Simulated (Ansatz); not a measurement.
## Geometry relaxation, with input and output: Mg (part 2 of 2)

Continued. System: Mg (2 atoms in the cell). Method: DFT PBE, scalar-relativistic, plane waves, PAW, spin-polarised (Ansatz 0.2.0); cutoff 420 eV, 1×1×21 k-mesh, Gaussian smearing of 0.05 eV, collinear spins. The structure derives from a Materials Project entry. It belongs to a series of runs on one base structure; here: strip chain of atoms.

Geometry of the input (Å; fractional positions):
```
11.6000  0.0000  0.0000
0.0000  9.3000  0.0000
0.0000  0.0000  3.0506
Mg 0.3884  0.5000  0.0000
Mg 0.6116  0.5000  0.5000
```

### What the program printed, continued
```
relax step   3: F+E_penalty+E_count = -3845.62374307 eV  Δ(F+E_penalty+E_count) = -1.017e-3 eV  max|allowed force component| = 4.691e-3 eV/Å  Δτ_max = 0.0165 Å  P = +0.023 GPa  Ω = 327.998 Å³  energy of the carried Pulay correction = +2.739e-6 eV  fix = [a, b, alpha, beta, gamma]  reactions: a +0.040, b +0.017 GPa  (7 SCF iters, dr2 threshold 2.00e-7 eV, accepted)
Initial wavefunctions: pseudopotential atomic-orbital guess (no wavefunctions were taken with the density)
iter 1 solved again at ethr=1.03e-6 eV; its pass at ethr=3.10e-3 eV (dr2=2.07e-4 eV) is discarded
SCF iter   1: F=—  HF=-3845.623731 eV  |F-HF|=—  |Δ(HF+E_count)|=         —  Δρ=5.63e-7 (↑5.07e-7 ↓5.63e-7)  dr2=2.07e-9  dr2_m=1.63e-11  M=0.365 μB ∫|m|=0.373 μB  β_m=0.30  ethr=1.03e-6  ⟨swp⟩=3.0  Hψ=2745  notcnv=0
eigensolver tolerance schedule: the retry pair's looser diagonalisation over-reported the residual by 99786.49 of it (diagonalisation noise at an unbounded share of the residual, at the tolerance the schedule requests for it); recorded, not acted on — ethr = c·dr2/N_el stays at c = 1.0e-1
preconditioner: auto → Resta (q_TF=auto, 1.712 Å⁻¹)  ε∞=1.8  [insulator: Δε(μ)=0.100 eV  Ē_g=4.486 eV  σ=0.050 eV  W_gap=0.58  n_scr=22 (ndim 8)  ℏωp=4.1 eV  f_vac=0.665  D(μ)=1.52/eV (n_scr^D=8)  ε∞_Penn≈1.8  vacuum switching on, ρ_ref=1.5e-3 e/Å³]
spin=Collinear: Resta preconditioning applied to the charge; magnetization (m = ρ↑ − ρ↓) channel mixes plain (no charge-response kernel on spin).
SCF iter   2: F=—  HF=-3845.623741 eV  |F-HF|=—  |Δ(HF+E_count)|=   9.85e-6  Δρ=2.44e-7 (↑2.10e-7 ↓2.44e-7)  dr2=4.69e-10  dr2_m=7.76e-12  M=0.365 μB ∫|m|=0.373 μB  β_m=0.26  ethr=1.04e-11  ⟨swp⟩=4.0  Hψ=768  notcnv=0
SCF iter   3: F=—  HF=-3845.623741 eV  |F-HF|=—  |Δ(HF+E_count)|=   3.93e-9  Δρ=1.89e-7 (↑1.65e-7 ↓1.89e-7)  dr2=2.17e-10  dr2_m=5.71e-12  M=0.365 μB ∫|m|=0.373 μB  β_m=0.63  ethr=2.35e-12  ⟨swp⟩=2.8  Hψ=395  notcnv=0
SCF iter   4: F=—  HF=-3845.623741 eV  |F-HF|=—  |Δ(HF+E_count)|=   1.24e-9  Δρ=5.67e-8 (↑5.03e-8 ↓5.67e-8)  dr2=1.46e-11  dr2_m=1.41e-12  M=0.365 μB ∫|m|=0.373 μB  β_m=0.81  ethr=1.09e-12  ⟨swp⟩=3.0  Hψ=430  notcnv=0
SCF iter   5: F=-3845.623741 eV  HF=-3845.623741 eV  |F-HF|=8.45e-9  |Δ(HF+E_count)|=   2.30e-9  Δρ=1.15e-8 (↑1.15e-8 ↓1.14e-8)  dr2=8.66e-13  dr2_m=1.06e-13  M=0.365 μB ∫|m|=0.373 μB  ethr=1.00e-12  ⟨swp⟩=11.5  Hψ=1843  notcnv=0
SCF 4 converged in 5 iterations: F = -3845.623741 eV  dr2 = 8.66e-13
relax step   4: F+E_penalty+E_count = -3845.62374101 eV  Δ(F+E_penalty+E_count) = +2.062e-6 eV  max|allowed force component| = 4.693e-3 eV/Å  Δτ_max = 0.0000 Å  P = +0.023 GPa  Ω = 327.998 Å³  fix = [a, b, alpha, beta, gamma]  reactions: a +0.040, b +0.017 GPa  stress off target by 1.15e-2 GPa on what of the cell is left free  SCF on the basis re-selected at this cell (its energy is not comparable with the rows above)  (5 SCF iters)
```

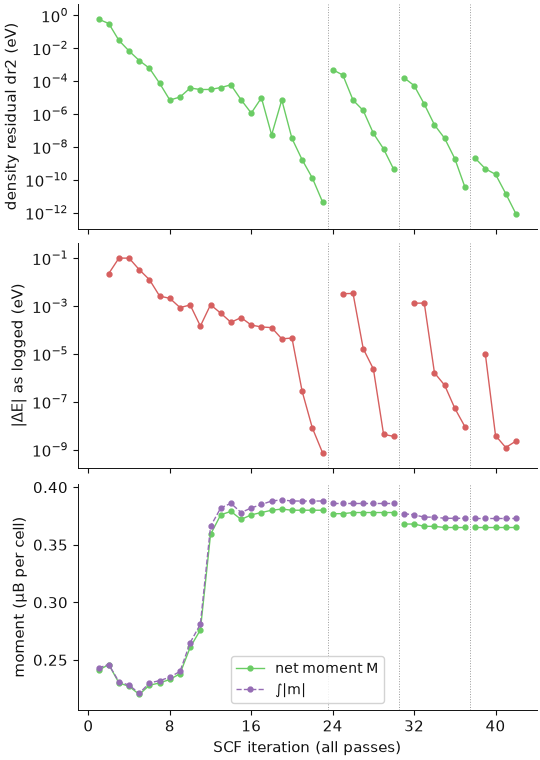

Convergence of the self-consistent field: density residual dr2, size of the energy change and magnetic moment against the SCF iteration. The dotted lines part the SCF passes of the relaxation: geometry steps, rejected trials and re-solves on a re-selected basis. The passes take 23, 7, 7 and 5 iterations. The net moment goes from 0.2 to 0.4 μB per cell.

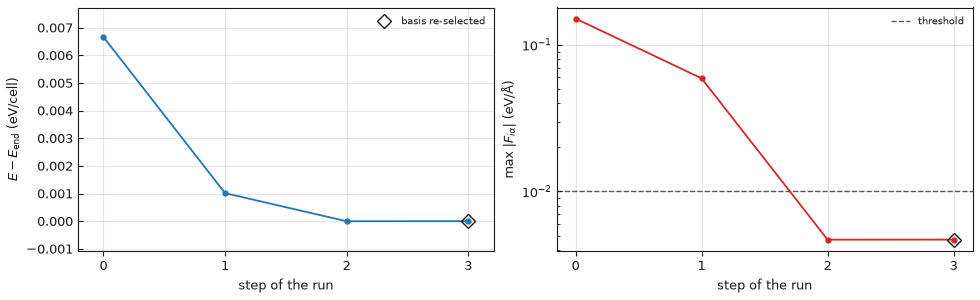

Progress of the relaxation, step by step (the first geometry is step 0 here and step 1 in the log).

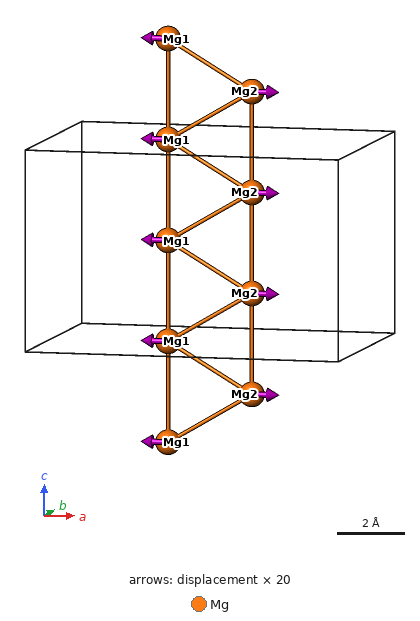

The starting structure with the displacements (without the part carried along by the change of the cell) as pink arrows, magnified 20 times (ball-and-stick view of the 2 repeat of the cell, with the vacuum cut short, with bonded neighbours outside it, seen slightly off an axis). The largest moves relative to the cell, 0.043 Å, are those of Mg1 and Mg2. Along the periodic axis the drawn cell goes c 6.101 → 6.081 Å (−0.3 %). Among the contacts that change: Mg1–Mg2 3.006 → 3.077 Å, Mg1–Mg1 3.051 → 3.040 Å. The energy falls by 6.7 meV per cell of the calculation in 2 geometry steps. Largest force component: 0.15 eV/Å at the start, 0.0047 eV/Å at the end. A last SCF at the same geometry on a re-selected plane-wave basis shifts the energy by +0.0 meV per cell of the calculation. (Atoms are counted from 1 in the order of the input.)

```
basis re-selected at this cell: Δ(F+E_penalty+E_count) = +2.062e-6 eV, ΔP = -0.000 GPa vs the last step (what re-selecting the basis moved, of the pressure what is left beyond the Pulay correction that the steps carried, after the strain that the cell walked since its last selection, with what the two solves' SCF thresholds leave and, on support functions, any second-order correction that the steps lacked; it is no measure of the basis error at this ecutwfc). This SCF's stress stands 1.15e-2 GPa from its target on what of the cell is left free (relax.cell.stress_tol is 3.00e-2 GPa) and its largest allowed force component is 4.69e-3 eV/Å (relax.f_tol is 1.00e-2 eV/Å): within both
WARN: The output density's exchange-correlation potential varies sharply where the density is thin. Do not read a vacuum level from v_tot or v_xc, or from such a field of the output density. On a cell that repeats whose density bears no net charge and no dipole along the vacuum's axis use v_es (v_loc + v_h of the components); under efield.dipole_correction with no amplitude use v_es + v_field, which holds any external_charges[].barrier, or the levels of the report's work_function block, which leave it out; under a non-zero efield.amplitude the vacuum is tilted and has no level; on a cell that repeats and bears such a dipole with no correction it is tilted too, and efield.dipole_correction with no amplitude gives each side of its ramp a level where efield: is served; in a cell that repeats whose density bears a net charge (total_charge, or a fill off its count) it is curved and has none; of a slab under crystal.periodic whose density bears no net charge use v_es, which has a level on each side, short of where the two are joined; of another it falls or rises all the way out and has none; of a slab beside external_charges read slab_vacuum_level instead, which it has where they leave it neutral. The grid or the basis barely resolves most such structure, and the values can differ between equally converged runs; as a rule a tighter scf.convergence.dr2_threshold does not remove it. Where the density itself ripples (under the LDA too) a higher basis.ecutwfc lessens it. The files hold the spikes' plane waves up to the density's cutoff. Files: v_tot_of_output_density and the like, and their columns of v_z.tsv (output.write_potential); v_xc_of_output_density and the like, and their columns of v_comp_z.tsv (output.write_potential_components). Measured: with its Gaussian average of σ = 0.25 Å subtracted twice, the exchange-correlation potential is over 0.1 eV at 14454 of the grid points where the equally averaged density (valence and model cores) is under 1e-3 e/Å³, and 3.57 eV at the most among them, at an averaged density of 5.1e-5 e/Å³. The input density's (outcome.potential() and, of a run that writes arrays, v_tot and v_xc) is over 0.1 eV, so measured, at 15816 points of its own thin density, 3.56 eV at the most. See output.write_potential in the manual, Limitations
SCF converged after 5 iterations
Magnetization: 0.3650 μB (10.1825 up, 9.8175 down)
Absolute magnetization: 0.3730 μB (∫|ρ↑−ρ↓|, with the PAW one-centre terms)
Spin contamination: 0.0009 ħ² per cell (⟨S²⟩ above its minimum at these occupations)
Per-site moments (μB) at R_I (Å): [(0.03832353722694916, 1.2541648021954321), (0.03832353722694931, 1.2541648021954321)]
Free energy (F): -3845.623741 eV
Harris-Foulkes:  -3845.623741 eV  (|F-HF|=8.45e-9)
Internal energy: -3845.621839 eV  (E = F + TS)
E sigma→0 (E₀):  -3845.622790 eV
Entropy (-TS):   -0.001902 eV (-0.951 meV/atom)
Fermi energy:    -1.741596 eV
--- Per-component energies (eV) ---
  E_band       = -869.799351
  E_kinetic    = 147.129844
  E_local      = -5921.134566  (includes V_loc(G=0)·N_el)
  E_nonlocal   = 192.931090
  E_hartree    = 2419.790686
  E_xc         = -53.968525
  E_vxc        = -69.458290  (∫ρ·V_xc dr)
  E_paw        = -586.144673  (= ΣΔE_a)
  E_vpaw       = -58.848759  (= ΣTr[D̂ρ^β])
  E_aug_tail   = -0.000006  (compensation charges beyond the density's cutoff)
  E_ewald      = -44.225690
  E_smearing   = -0.001902  (= −TS)
  E_closure    = -0.000000  (closes the sum)
  Σ components = -3845.623741   (vs F -3845.623741, Δ=0.00e0)
--- Forces (eV/Å), atoms counted from 1 ---
  atom   1  Mg    -0.00469271     0.00000000     0.00000000
  atom   2  Mg     0.00469271     0.00000000     0.00000000
  max |Σ_I F_I| component: 0.00e0 eV/Å
--- Stress (GPa, compression-positive) ---
        0.039615       0.000000       0.000000
        0.000000       0.016707       0.000000
        0.000000       0.000000       0.011525
  P = ⅓ Tr σ = 0.0226 GPa (0.226 kbar)
--- Band table (eV; the first three rows and the last of 22) ---
  k-point 0 ↑: bands = ["-78.3188", "-78.3173", "-45.1213", "-45.1191", "-45.1043", "-45.0864", "-45.0042", "-45.0000", "-6.3358", "-4.0518", "-2.0523", "-1.5476", "-0.1907", "0.5709", "1.4226"]
  k-point 1 ↑: bands = ["-78.3188", "-78.3172", "-45.1213", "-45.1191", "-45.1042", "-45.0865", "-45.0048", "-45.0006", "-6.2990", "-4.0153", "-2.0170", "-1.5127", "-0.1554", "0.6074", "1.4589"]
  k-point 2 ↑: bands = ["-78.3186", "-78.3171", "-45.1211", "-45.1190", "-45.1037", "-45.0866", "-45.0065", "-45.0024", "-6.1886", "-3.9060", "-1.9110", "-1.4082", "-0.0495", "0.7169", "1.5614"]
  k-point 10 ↓: bands = ["-78.3071", "-78.3069", "-45.0990", "-45.0988", "-45.0891", "-45.0878", "-45.0216", "-45.0213", "-2.6084", "-1.9297", "-0.1696", "0.4977", "1.8612", "2.0323", "2.5773"]
--- Relaxed structure (3 steps of the walk, 3 accepted, 1 SCFs on fresh bases) ---
  F+E_penalty+E_count = -3845.62374101 eV   max|allowed force component| = 4.693e-3 eV/Å   (the final SCF, on the basis selected at the relaxed cell)
  cell:  # Å, volume = 327.9983 Å³
    - [11.6, 0.0, 0.0]
    - [0.0, 9.3, 0.0]
    - [0.0, 0.0, 3.040399520473775]
  atoms:
    - { symbol: Mg, position: [0.3846675730269184, 0.5, 0.0] }
    - { symbol: Mg, position: [0.6153324269730817, 0.5, 0.5] }
--- Löwdin populations: 2 sites ---
  site symbol       q [e]    m [muB]
     0     Mg      9.6169     0.0242
     1     Mg      9.6169     0.0242
  spilling = 0.038311 (of n_electrons = 20.000000)
```

### File populations.tsv
```
# site	symbol	l	j	q_up	q_dn
# orbitals = lowdin
# n_electrons = 20.000000
# spilling = 0.038311
0	Mg	0_2S	-	0.999851	0.999828
0	Mg	0_3S	-	0.820684	0.796534
0	Mg	1_2P	-	2.999996	2.999995
1	Mg	0_2S	-	0.999851	0.999828
1	Mg	0_3S	-	0.820684	0.796534
1	Mg	1_2P	-	2.999996	2.999995
```

### Trajectory as extended XYZ (Å, eV, eV/Å), 4 frames, from step=1 to step=4
```
2
Lattice="11.6000 0.0000 0.0000 0.0000 9.3000 0.0000 0.0000 0.0000 3.0506" Properties=species:S:1:pos:R:3:forces:R:3 step=1 energy=-3845.61708 pressure_GPa=0.07
Mg    4.5049    4.6500    0.0000   -0.1512   0.0000   0.0000
Mg    7.0951    4.6500    1.5253    0.1512   0.0000   0.0000
2
Lattice="11.6000 0.0000 0.0000 0.0000 9.3000 0.0000 0.0000 0.0000 3.0430" Properties=species:S:1:pos:R:3:forces:R:3 step=2 energy=-3845.62273 pressure_GPa=0.04
Mg    4.4787    4.6500    0.0000   -0.0591   0.0000   0.0000
Mg    7.1213    4.6500    1.5215    0.0591   0.0000   0.0000
2
Lattice="11.6000 0.0000 0.0000 0.0000 9.3000 0.0000 0.0000 0.0000 3.0404" Properties=species:S:1:pos:R:3:forces:R:3 step=3 energy=-3845.62374 pressure_GPa=0.02
Mg    4.4621    4.6500    0.0000   -0.0047   0.0000   0.0000
Mg    7.1379    4.6500    1.5202    0.0047   0.0000   0.0000
2
Lattice="11.6000 0.0000 0.0000 0.0000 9.3000 0.0000 0.0000 0.0000 3.0404" Properties=species:S:1:pos:R:3:forces:R:3 step=4 energy=-3845.62374 pressure_GPa=0.02
Mg    4.4621    4.6500    0.0000   -0.0047   0.0000   0.0000
Mg    7.1379    4.6500    1.5202    0.0047   0.0000   0.0000
```

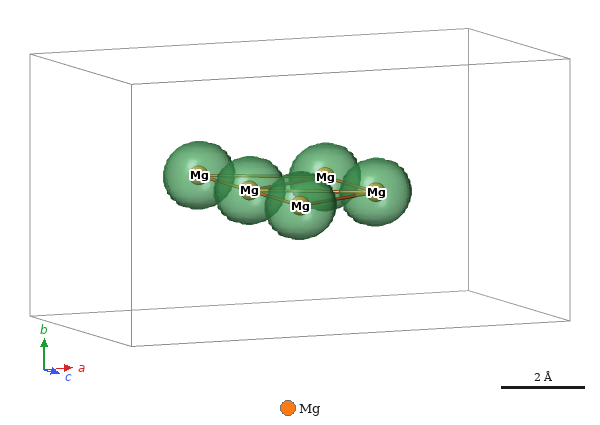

Isosurface of the valence charge density (pseudo) at 0.2 e/Å³ (green), seen from the side, at a tilt. Sticks mark near contacts. At this value the density breaks into separate islands; it holds about 80 % of the electrons treated as valence (semicore included). It is pinched off along the Mg–Mg (3.04 Å) contacts. On the grid the lowest density along these lines, outside the cores, is 0.14 e/Å³ (Mg–Mg, 3.04 Å). In a PAW calculation such maps are meaningful between the atoms, not at the nuclei.

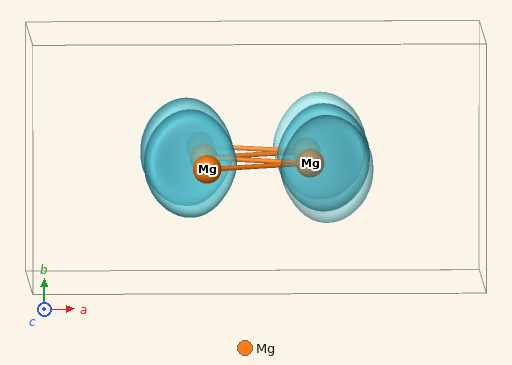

Isosurface of the ELF at 0.8 (cyan), seen from the side, at a tilt. Only the valence region is drawn (cores and ρ < 0.01 e/Å³ removed). Sticks mark near contacts. Counts are for one cell; the picture repeats the cell along the surface.  Values along the shortest contacts: Mg–Mg (3.04 Å): the ELF peaks at about 0.90 between the atoms (localised, shared-pair bonding).
